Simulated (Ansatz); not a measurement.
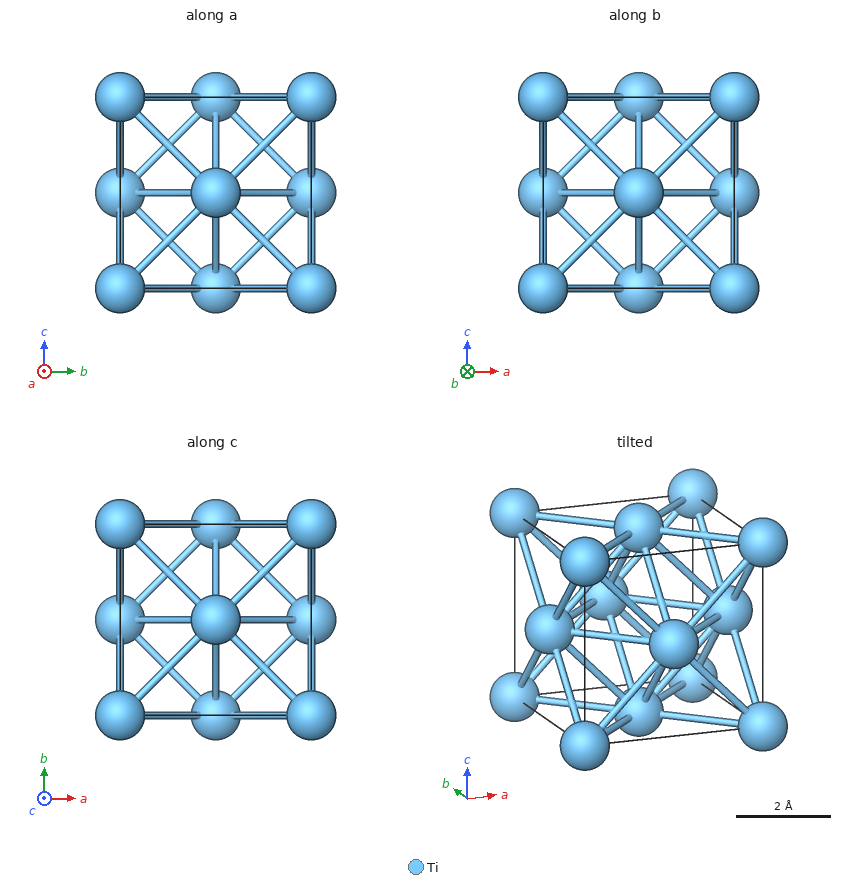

Structure drawing (ball-and-stick), viewed along the a axis, along the b axis, along the c axis and slightly off an axis. One conventional unit cell is framed, with atoms on its boundary repeated.

Lattice parameters: a = 4.1119 Å, b = 4.1119 Å, c = 4.1119 Å, α = 90.000°, β = 90.000°, γ = 90.000°.

Express the structure as a CIF in P1 with every atom of the cell.

Answer.
```cif
data_structure
_symmetry_space_group_name_H-M 'P 1'
_symmetry_Int_Tables_number 1
_cell_length_a 4.1119
_cell_length_b 4.1119
_cell_length_c 4.1119
_cell_angle_alpha 90.000
_cell_angle_beta 90.000
_cell_angle_gamma 90.000
_cell_volume 69.52
loop_
_atom_site_label
_atom_site_type_symbol
_atom_site_fract_x
_atom_site_fract_y
_atom_site_fract_z
_atom_site_occupancy
Ti1 Ti 0.0000 0.0000 0.0000 1
Ti2 Ti 0.0000 0.5000 0.5000 1
Ti3 Ti 0.5000 0.0000 0.5000 1
Ti4 Ti 0.5000 0.5000 0.0000 1
```

Starting structure: a structure type filled with this element by a generator (whether the element takes this form wasn't checked). Relaxation method: DFT PBE, scalar-relativistic, plane waves, PAW (Ansatz 0.2.0).
